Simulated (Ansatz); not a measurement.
MgO: geometry relaxation (part 2 of 4)

Continued. System: MgO (slab, 24 atoms in the cell). Method: DFT PBE+D3(BJ), scalar-relativistic, plane waves, PAW, no spin polarisation (Ansatz 0.2.0); cutoff 420 eV, 3×3×1 k-mesh, Gaussian smearing of 0.05 eV. The structure derives from an entry of the Crystallography Open Database. The input holds or restrains some coordinates. Forces given for the steps count only the free coordinates. It belongs to a series of runs on one base structure; here: clean slab, lower planes held.

Geometry of the input (Å; fractional positions):
```
5.9506  0.0000  0.0000
-2.9753  5.1534  0.0000
0.0000  0.0000  22.0733
O  0.1667  0.3333  0.3624
O  0.1667  0.8333  0.3624
O  0.6667  0.3333  0.3624
O  0.6667  0.8333  0.3624
Mg 0.3333  0.1667  0.4175
Mg 0.3333  0.6667  0.4175
Mg 0.8333  0.1667  0.4175
Mg 0.8333  0.6667  0.4175
O  0.5000  0.5000  0.4725
O  0.5000  0.0000  0.4725
O  -0.0000  0.5000  0.4725
O  0.0000  0.0000  0.4725
Mg 0.6667  0.3333  0.5275
Mg 0.6667  0.8333  0.5275
Mg 0.1667  0.3333  0.5275
Mg 0.1667  0.8333  0.5275
O  0.8333  0.6667  0.5825
O  0.8333  0.1667  0.5825
O  0.3333  0.6667  0.5825
O  0.3333  0.1667  0.5825
Mg -0.0000  0.5000  0.6376
Mg 0.0000  0.0000  0.6376
Mg 0.5000  0.5000  0.6376
Mg 0.5000  0.0000  0.6376
```

### Output, continued
```
SCF iter   1: F=—  HF=-29913.061954 eV  |F-HF|=—  |Δ(HF+E_count)|=         —  Δρ=7.53e-3  dr2=2.54e0  ethr=1.33e-3  p=0.917 e·Å  D=2.45e-1 V/Å  ΔV_dip=-5.41 eV  dr2_dipole=1.08e0  V_vac-E_F(+/−)=4.62/10.03 eV  ⟨swp⟩=1.0  Hψ=1169  notcnv=0  defer=43
efield: sawtooth ramp at fractional position 0.9800 (handed on by an earlier solve), width 0.0400; the density the first Hamiltonian is built on has a dipole p = 0.917 e·Å; the dipole correction subtracts the counter field D = 2.45e-1 V/Å, which shifts the + side's vacuum level by -5.41 eV against the − side's; the planar-averaged density in the ramp window peaks in size at 7.2e-6 e/Å³
preconditioner: auto → LDOS  [insulator: Δε(μ)=0.099 eV  Ē_g=12.619 eV  σ=0.050 eV  W_gap=0.78  n_scr=122 (ndim 8)  ℏωp=14.0 eV  f_vac=0.578  D(μ)=12.99/eV (n_scr^D=66)  ε∞_Penn≈2.2  β→1.0]
SCF iter   2: F=—  HF=-29926.054809 eV  |F-HF|=—  |Δ(HF+E_count)|=    1.30e1  Δρ=7.28e-2  dr2=4.27e2  ethr=1.33e-3  p=1.694 e·Å  D=4.53e-1 V/Å  ΔV_dip=-10.00 eV  dr2_dipole=2.19e2  V_vac-E_F(+/−)=0.45/10.44 eV  ⟨swp⟩=4.7  Hψ=608  notcnv=0  defer=43  recentre
SCF iter   3: F=—  HF=-29913.021360 eV  |F-HF|=—  |Δ(HF+E_count)|=    1.30e1  Δρ=6.66e-3  dr2=2.12e0  ethr=1.33e-3  p=0.930 e·Å  D=2.49e-1 V/Å  ΔV_dip=-5.49 eV  dr2_dipole=9.06e-1  V_vac-E_F(+/−)=4.53/10.02 eV  ⟨swp⟩=2.7  Hψ=536  notcnv=0  defer=44
SCF iter   4: F=—  HF=-29913.082485 eV  |F-HF|=—  |Δ(HF+E_count)|=   6.11e-2  Δρ=1.11e-2  dr2=9.10e0  ethr=1.10e-3  p=0.976 e·Å  D=2.61e-1 V/Å  ΔV_dip=-5.76 eV  dr2_dipole=4.43e0  V_vac-E_F(+/−)=4.34/10.10 eV  ⟨swp⟩=1.7  Hψ=418  notcnv=0  defer=45  recentre
SCF iter   5: F=—  HF=-29913.002183 eV  |F-HF|=—  |Δ(HF+E_count)|=   8.03e-2  Δρ=6.62e-3  dr2=2.32e0  ethr=1.10e-3  p=0.923 e·Å  D=2.47e-1 V/Å  ΔV_dip=-5.45 eV  dr2_dipole=1.06e0  V_vac-E_F(+/−)=4.57/10.02 eV  ⟨swp⟩=2.0  Hψ=436  notcnv=0  defer=45
SCF iter   6: F=—  HF=-29913.001650 eV  |F-HF|=—  |Δ(HF+E_count)|=   5.33e-4  Δρ=6.56e-3  dr2=2.37e0  ethr=1.10e-3  p=0.916 e·Å  D=2.45e-1 V/Å  ΔV_dip=-5.41 eV  dr2_dipole=1.11e0  V_vac-E_F(+/−)=4.64/10.04 eV  ⟨swp⟩=1.7  Hψ=418  notcnv=0  defer=46
SCF iter   7: F=—  HF=-29912.965574 eV  |F-HF|=—  |Δ(HF+E_count)|=   3.61e-2  Δρ=5.06e-3  dr2=1.40e0  ethr=1.10e-3  p=0.927 e·Å  D=2.48e-1 V/Å  ΔV_dip=-5.47 eV  dr2_dipole=6.60e-1  V_vac-E_F(+/−)=4.58/10.05 eV  ⟨swp⟩=2.0  Hψ=401  notcnv=0  defer=46
SCF iter   8: F=—  HF=-29912.953618 eV  |F-HF|=—  |Δ(HF+E_count)|=   1.20e-2  Δρ=7.74e-4  dr2=1.38e-3  ethr=7.27e-4  p=0.937 e·Å  D=2.50e-1 V/Å  ΔV_dip=-5.53 eV  dr2_dipole=2.32e-5  V_vac-E_F(+/−)=4.56/10.08 eV  ⟨swp⟩=1.7  Hψ=317  notcnv=0  defer=46
SCF iter   9: F=—  HF=-29912.954369 eV  |F-HF|=—  |Δ(HF+E_count)|=   7.51e-4  Δρ=2.62e-3  dr2=3.50e-1  ethr=7.18e-7  p=0.931 e·Å  D=2.49e-1 V/Å  ΔV_dip=-5.49 eV  dr2_dipole=1.65e-1  V_vac-E_F(+/−)=4.58/10.07 eV  ⟨swp⟩=3.0  Hψ=539  notcnv=0  defer=46
SCF iter  10: F=—  HF=-29912.952508 eV  |F-HF|=—  |Δ(HF+E_count)|=   1.86e-3  Δρ=1.43e-3  dr2=1.43e-1  ethr=7.18e-7  p=0.936 e·Å  D=2.50e-1 V/Å  ΔV_dip=-5.52 eV  dr2_dipole=6.97e-2  V_vac-E_F(+/−)=4.56/10.08 eV  ⟨swp⟩=2.0  Hψ=445  notcnv=0  defer=46
SCF iter  11: F=—  HF=-29912.951688 eV  |F-HF|=—  |Δ(HF+E_count)|=   8.21e-4  Δρ=4.39e-4  dr2=1.03e-2  ethr=7.18e-7  p=0.932 e·Å  D=2.49e-1 V/Å  ΔV_dip=-5.50 eV  dr2_dipole=4.81e-3  V_vac-E_F(+/−)=4.57/10.07 eV  ⟨swp⟩=1.7  Hψ=330  notcnv=0  defer=46
SCF iter  12: F=—  HF=-29912.951695 eV  |F-HF|=—  |Δ(HF+E_count)|=   7.11e-6  Δρ=4.24e-4  dr2=1.03e-2  ethr=7.18e-7  p=0.931 e·Å  D=2.49e-1 V/Å  ΔV_dip=-5.49 eV  dr2_dipole=4.87e-3  V_vac-E_F(+/−)=4.57/10.07 eV  ⟨swp⟩=1.7  Hψ=416  notcnv=0  defer=46
SCF iter  13: F=—  HF=-29912.951633 eV  |F-HF|=—  |Δ(HF+E_count)|=   6.15e-5  Δρ=7.13e-5  dr2=2.87e-4  ethr=7.18e-7  p=0.931 e·Å  D=2.49e-1 V/Å  ΔV_dip=-5.49 eV  dr2_dipole=1.35e-4  V_vac-E_F(+/−)=4.57/10.07 eV  ⟨swp⟩=1.3  Hψ=315  notcnv=0  defer=46
SCF iter  14: F=—  HF=-29912.951634 eV  |F-HF|=—  |Δ(HF+E_count)|=   7.50e-7  Δρ=3.19e-5  dr2=5.95e-5  ethr=1.49e-7  p=0.931 e·Å  D=2.49e-1 V/Å  ΔV_dip=-5.49 eV  dr2_dipole=2.78e-5  V_vac-E_F(+/−)=4.57/10.07 eV  ⟨swp⟩=1.3  Hψ=319  notcnv=0  defer=46
SCF iter  15: F=-29912.951633 eV  HF=-29912.951634 eV  |F-HF|=1.63e-6  |Δ(HF+E_count)|=   1.74e-7  Δρ=3.08e-6  dr2=1.26e-6  ethr=2.28e-8  p=0.931 e·Å  D=2.49e-1 V/Å  ΔV_dip=-5.49 eV  dr2_dipole=6.26e-7  V_vac-E_F(+/−)=4.57/10.07 eV  ⟨swp⟩=29.0  Hψ=3746  notcnv=0
SCF 3 converged in 15 iterations: F = -29912.951633 eV  dr2 = 1.26e-6
relax step   3: F+E_penalty+E_count = -29912.95163264 eV  Δ(F+E_penalty+E_count) = -1.676e-1 eV  max|allowed force component| = 4.093e-2 eV/Å  Δτ_max = 0.0626 Å  (15 SCF iters, dr2 threshold 4.37e-5 eV, accepted)
iter 1 solved again at ethr=5.30e-10 eV; its pass at ethr=3.10e-3 eV (dr2=1.02e-6 eV) is discarded
SCF iter   1: F=—  HF=-29912.951800 eV  |F-HF|=—  |Δ(HF+E_count)|=         —  Δρ=3.16e-6  dr2=1.04e-6  ethr=5.30e-10  p=0.931 e·Å  D=2.49e-1 V/Å  ΔV_dip=-5.49 eV  dr2_dipole=5.11e-7  V_vac-E_F(+/−)=4.57/10.07 eV  ⟨swp⟩=1.0  Hψ=852  notcnv=0
efield: sawtooth ramp at fractional position 0.9800 (handed on by an earlier solve), width 0.0400; the density the first Hamiltonian is built on has a dipole p = 0.931 e·Å; the dipole correction subtracts the counter field D = 2.49e-1 V/Å, which shifts the + side's vacuum level by -5.49 eV against the − side's; the planar-averaged density in the ramp window peaks in size at 6.1e-6 e/Å³
preconditioner: auto → LDOS  [insulator: Δε(μ)=0.053 eV  Ē_g=12.650 eV  σ=0.050 eV  W_gap=0.53  n_scr=122 (ndim 8)  ℏωp=14.0 eV  f_vac=0.578  D(μ)=27.01/eV (n_scr^D=228)  ε∞_Penn≈2.2  β→1.0]
SCF iter   2: F=—  HF=-29912.951634 eV  |F-HF|=—  |Δ(HF+E_count)|=   1.66e-4  Δρ=2.32e-6  dr2=1.31e-7  ethr=5.30e-10  p=0.931 e·Å  D=2.49e-1 V/Å  ΔV_dip=-5.49 eV  dr2_dipole=4.88e-8  V_vac-E_F(+/−)=4.57/10.07 eV  ⟨swp⟩=2.0  Hψ=589  notcnv=0
SCF iter   3: F=-29912.951634 eV  HF=-29912.951634 eV  |F-HF|=2.45e-8  |Δ(HF+E_count)|=   1.25e-7  Δρ=1.45e-6  dr2=2.14e-8  ethr=5.21e-11  p=0.931 e·Å  D=2.49e-1 V/Å  ΔV_dip=-5.49 eV  dr2_dipole=6.31e-12  V_vac-E_F(+/−)=4.57/10.07 eV  ⟨swp⟩=15.3  Hψ=2719  notcnv=0
SCF 4 converged in 3 iterations: F = -29912.951634 eV  dr2 = 2.14e-8
relax step   4: F+E_penalty+E_count = -29912.95163444 eV  Δ(F+E_penalty+E_count) = -1.797e-6 eV  max|allowed force component| = 4.108e-2 eV/Å  Δτ_max = 0.0000 Å  (3 SCF iters, accepted)
SCF iter   1: F=—  HF=-29912.953580 eV  |F-HF|=—  |Δ(HF+E_count)|=         —  Δρ=1.17e-3  dr2=8.19e-2  ethr=5.74e-4  p=0.931 e·Å  D=2.49e-1 V/Å  ΔV_dip=-5.49 eV  dr2_dipole=3.73e-2  V_vac-E_F(+/−)=4.58/10.07 eV  ⟨swp⟩=3.3  Hψ=511  notcnv=0  defer=46
efield: sawtooth ramp at fractional position 0.9800 (handed on by an earlier solve), width 0.0400; the density the first Hamiltonian is built on has a dipole p = 0.931 e·Å; the dipole correction subtracts the counter field D = 2.49e-1 V/Å, which shifts the + side's vacuum level by -5.49 eV against the − side's; the planar-averaged density in the ramp window peaks in size at 5.8e-6 e/Å³
preconditioner: auto → LDOS  [metal: Δε(μ)=0.041 eV  Ē_g=12.632 eV  σ=0.050 eV  W_gap=0.42  n_scr=122 (ndim 8)  ℏωp=14.0 eV  f_vac=0.578  D(μ)=29.43/eV (n_scr^D=252)  β→1.0]
SCF iter   2: F=—  HF=-29912.951618 eV  |F-HF|=—  |Δ(HF+E_count)|=   1.96e-3  Δρ=5.88e-4  dr2=1.10e-2  ethr=4.27e-5  p=0.930 e·Å  D=2.49e-1 V/Å  ΔV_dip=-5.49 eV  dr2_dipole=4.99e-3  V_vac-E_F(+/−)=4.58/10.07 eV  ⟨swp⟩=2.0  Hψ=436  notcnv=0  defer=46
SCF iter   3: F=—  HF=-29912.952280 eV  |F-HF|=—  |Δ(HF+E_count)|=   6.62e-4  Δρ=1.20e-4  dr2=3.75e-4  ethr=5.75e-6  p=0.931 e·Å  D=2.49e-1 V/Å  ΔV_dip=-5.49 eV  dr2_dipole=1.64e-4  V_vac-E_F(+/−)=4.58/10.07 eV  ⟨swp⟩=2.0  Hψ=414  notcnv=0  defer=46
SCF iter   4: F=—  HF=-29912.952307 eV  |F-HF|=—  |Δ(HF+E_count)|=   2.63e-5  Δρ=7.43e-5  dr2=2.38e-4  ethr=1.95e-7  p=0.931 e·Å  D=2.49e-1 V/Å  ΔV_dip=-5.49 eV  dr2_dipole=1.11e-4  V_vac-E_F(+/−)=4.58/10.07 eV  ⟨swp⟩=2.3  Hψ=457  notcnv=0  defer=46
SCF iter   5: F=—  HF=-29912.952325 eV  |F-HF|=—  |Δ(HF+E_count)|=   1.79e-5  Δρ=2.29e-5  dr2=2.50e-6  ethr=1.24e-7  p=0.931 e·Å  D=2.49e-1 V/Å  ΔV_dip=-5.49 eV  dr2_dipole=6.30e-9  V_vac-E_F(+/−)=4.57/10.07 eV  ⟨swp⟩=2.0  Hψ=332  notcnv=0  defer=46
SCF iter   6: F=—  HF=-29912.952192 eV  |F-HF|=—  |Δ(HF+E_count)|=   1.32e-4  Δρ=8.59e-6  dr2=5.99e-7  ethr=1.30e-9  p=0.931 e·Å  D=2.49e-1 V/Å  ΔV_dip=-5.49 eV  dr2_dipole=1.65e-7  V_vac-E_F(+/−)=4.57/10.07 eV  ⟨swp⟩=3.0  Hψ=662  notcnv=0  defer=46
SCF iter   7: F=-29912.952196 eV  HF=-29912.952196 eV  |F-HF|=4.13e-7  |Δ(HF+E_count)|=   3.60e-6  Δρ=2.63e-6  dr2=5.25e-8  ethr=5.21e-11  p=0.931 e·Å  D=2.49e-1 V/Å  ΔV_dip=-5.49 eV  dr2_dipole=7.92e-9  V_vac-E_F(+/−)=4.57/10.07 eV  ⟨swp⟩=21.3  Hψ=3403  notcnv=0
SCF 5 converged in 7 iterations: F = -29912.952196 eV  dr2 = 5.25e-8
relax step   5: F+E_penalty+E_count = -29912.95219609 eV  Δ(F+E_penalty+E_count) = -5.616e-4 eV  max|allowed force component| = 1.162e-2 eV/Å  Δτ_max = 0.0137 Å  (7 SCF iters, accepted)
```

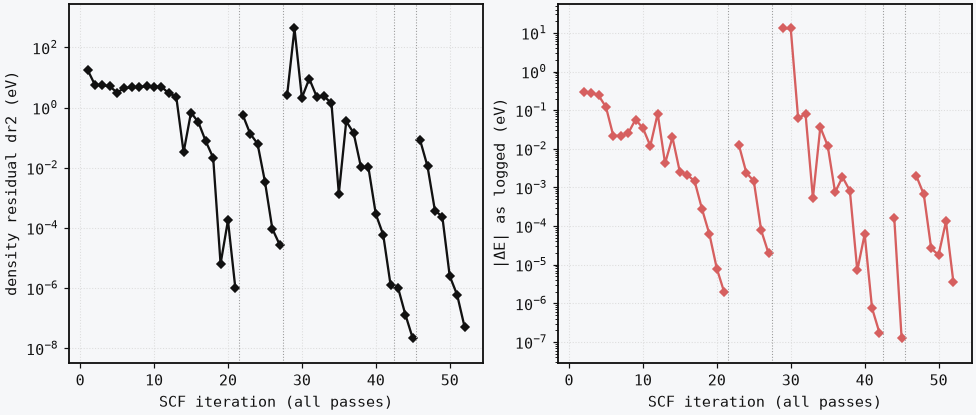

*Convergence of the self-consistent field: density residual dr2 and size of the energy change against the SCF iteration. The dotted lines part the SCF passes of the relaxation: geometry steps, rejected trials and re-solves on a re-selected basis.*

The 5 passes take 3 to 21 iterations each, 52 in all.

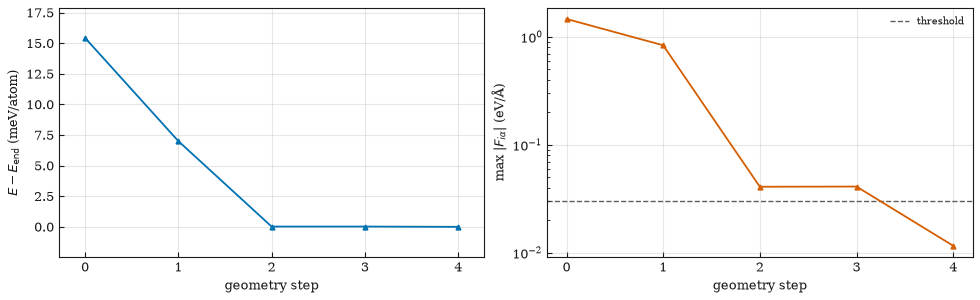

*Progress of the restrained relaxation, step by step (the first geometry is step 0 here and step 1 in the log).*

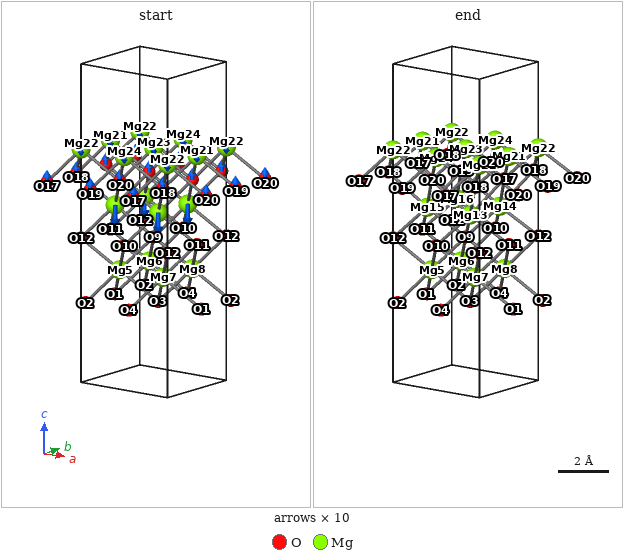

*Before (left) and after (right) the restrained relaxation, at one scale (ball-and-stick view of the cell of the calculation, with the vacuum cut short, with bonded neighbours outside it, seen slightly off an axis). The blue arrows give the displacements, magnified 10 times.*

The largest moves, 0.095 Å, are those of Mg13, Mg14, Mg15 and Mg16. By element the largest moves are Mg 0.095 Å, O 0.050 Å. The lattice vectors keep their values. Distances before and after: Mg13–O17 2.104 → 2.191 Å, O10–Mg13 2.104 → 2.050 Å, O17–Mg21 2.104 → 2.059 Å. Among the angles that change: O10–Mg16–O17 180.0° → 174.7°, Mg13–O20–Mg22 180.0° → 175.1°, Mg13–O20–Mg15 90.0° → 85.5°. The energy falls by 15.4 meV per atom in 4 geometry steps. The largest force component goes from 1.5 to 0.012 eV/Å. (Atoms are counted from 1 in the order of the input.)

```
WARN: The input density's exchange-correlation potential varies sharply where the density is thin. Do not read a vacuum level from v_tot or v_xc, or from such a field of the output density. On a cell that repeats whose density bears no net charge and no dipole along the vacuum's axis use v_es (v_loc + v_h of the components); under efield.dipole_correction with no amplitude use v_es + v_field, which holds any external_charges[].barrier, or the levels of the report's work_function block, which leave it out; under a non-zero efield.amplitude the vacuum is tilted and has no level; on a cell that repeats and bears such a dipole with no correction it is tilted too, and efield.dipole_correction with no amplitude gives each side of its ramp a level where efield: is served; in a cell that repeats whose density bears a net charge (total_charge, or a fill off its count) it is curved and has none; of a slab under crystal.periodic whose density bears no net charge use v_es, which has a level on each side, short of where the two are joined; of another it falls or rises all the way out and has none; of a slab beside external_charges read slab_vacuum_level instead, which it has where they leave it neutral. The grid or the basis barely resolves most such structure, and the values can differ between equally converged runs; as a rule a tighter scf.convergence.dr2_threshold does not remove it. Where the density itself ripples (under the LDA too) a higher basis.ecutwfc lessens it. The files hold the spikes' plane waves up to the density's cutoff. Files: v_tot and the like, and their columns of v_z.tsv (output.write_potential); v_xc and the like, and their columns of v_comp_z.tsv (output.write_potential_components); where files of the output density stand in their place, no point of their own thin density is over the threshold below, and this is of outcome.potential() and, of a run that writes arrays (npy), the arrays of these names. Measured: with its Gaussian average of σ = 0.25 Å subtracted twice, the exchange-correlation potential is over 0.1 eV at 2012 of the grid points where the equally averaged density (valence and model cores) is under 1e-3 e/Å³, and 0.155 eV at the most among them, at an averaged density of 8.6e-8 e/Å³. See output.write_potential in the manual, Limitations
SCF converged after 7 iterations
Free energy (F): -29912.952196 eV
Harris-Foulkes:  -29912.952196 eV  (|F-HF|=4.13e-7)
Internal energy: -29912.918288 eV  (E = F + TS)
E sigma→0 (E₀):  -29912.935242 eV
Entropy (-TS):   -0.033908 eV (-1.413 meV/atom)
Fermi energy:    -1.421154 eV
Dipole field:    D = 0.248779 V/Å  (p = 0.930625 e·Å, saw-weighted, corrected)
Work function:   Φ+ = 4.5754 eV   Φ− = 10.0668 eV
Levels:          The Fermi level and band energies are counted from a zero that moves with the ramp; work functions are not
--- Per-component energies (eV) ---
  E_band       = -5716.712412
  E_kinetic    = 3035.018097
  E_local      = -200373.336108  (includes V_loc(G=0)·N_el)
  E_nonlocal   = 1718.702506
  E_hartree    = 96126.258449
  E_xc         = -1246.499510
  E_vxc        = -1596.087474  (∫ρ·V_xc dr)
  E_paw        = -5396.817050  (= ΣΔE_a)
  E_vpaw       = -747.517426  (= ΣTr[D̂ρ^β])
  E_aug_tail   = 0.029273  (compensation charges beyond the density's cutoff)
  E_efield     = 0.115760  (sawtooth field / dipole correction)
  E_vefield    = -6.075745  (∫n·V_field dr)
  E_ewald      = 76228.606043
  E_disp       = -4.995749  (pairwise vdW)
  E_smearing   = -0.033908  (= −TS)
  E_closure    = -0.000000  (closes the sum)
  Σ components = -29912.952196   (vs F -29912.952196, Δ=0.00e0)
--- Forces (eV/Å), atoms counted from 1 ---
  atom   1  O      0.00000000     0.00000000     1.29978064
  atom   2  O      0.00000000     0.00000000     1.29978064
  atom   3  O      0.00000000     0.00000000     1.29978064
  atom   4  O      0.00000000     0.00000000     1.29978064
  atom   5  Mg    -0.00000000    -0.00000000    -2.73897726
  atom   6  Mg    -0.00000000    -0.00000000    -2.73897726
  atom   7  Mg    -0.00000000    -0.00000000    -2.73897726
  atom   8  Mg    -0.00000000    -0.00000000    -2.73897726
  atom   9  O      0.00000000     0.00000000     1.45653810
  atom  10  O      0.00000000     0.00000000     1.45653810
  atom  11  O      0.00000000     0.00000000     1.45653810
  atom  12  O      0.00000000     0.00000000     1.45653810
  atom  13  Mg    -0.00000000     0.00000000     0.00459379
  atom  14  Mg     0.00000000     0.00000000     0.00459379
  atom  15  Mg     0.00000000     0.00000000     0.00459379
  atom  16  Mg     0.00000000     0.00000000     0.00459379
  atom  17  O     -0.00000000    -0.00000000    -0.01033920
  atom  18  O     -0.00000000    -0.00000000    -0.01033920
  atom  19  O      0.00000000    -0.00000000    -0.01033920
  atom  20  O     -0.00000000    -0.00000000    -0.01033920
  atom  21  Mg     0.00000000     0.00000000    -0.01162356
  atom  22  Mg     0.00000000     0.00000000    -0.01162356
  atom  23  Mg    -0.00000000     0.00000000    -0.01162356
  atom  24  Mg     0.00000000     0.00000000    -0.01162356
  max |Σ_I F_I| component: 1.10e-4 eV/Å
--- Band table (eV) ---
```
